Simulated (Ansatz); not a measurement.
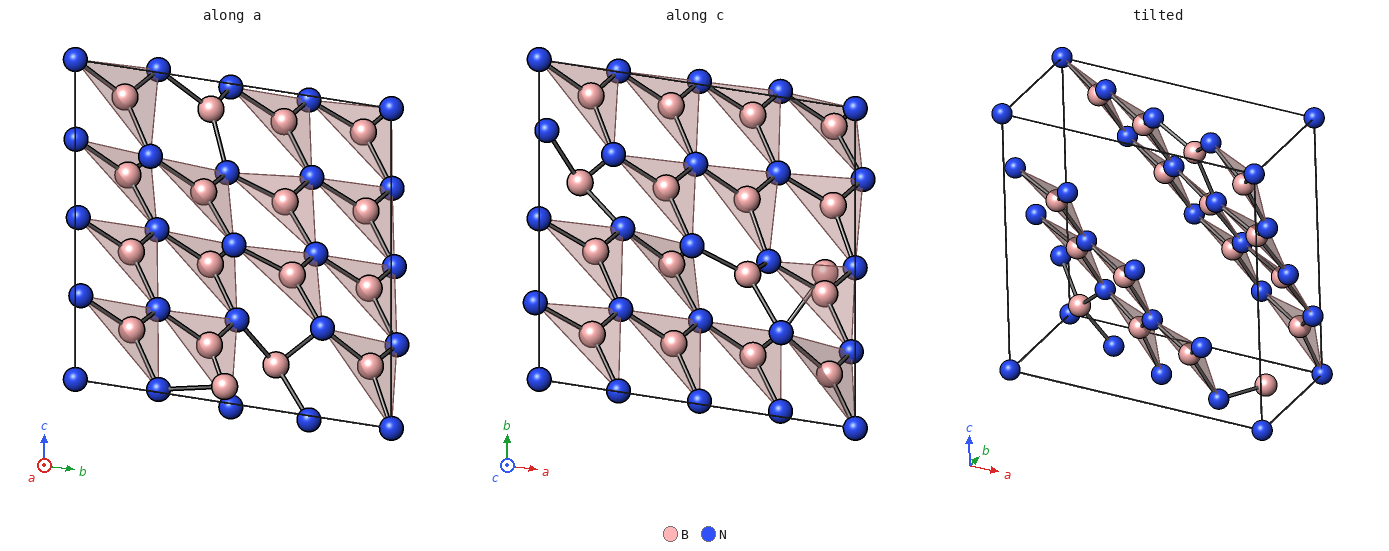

Structure drawing (polyhedral), viewed along the a axis, along the c axis and slightly off an axis. The simulation cell is drawn as a box.

What does the picture show?

The material is B17N16. All rotations and mirrors are lost; the group is P1. Atoms per cell: 33 (17 B, 16 N). The bonds build a three-dimensional framework.

The initial geometry was a structure listed in the Materials Project, repeated into a supercell with a point defect put in. The atoms were relaxed in a fixed cell with DFT PBE+D3(BJ), scalar-relativistic, plane waves, PAW in Ansatz.
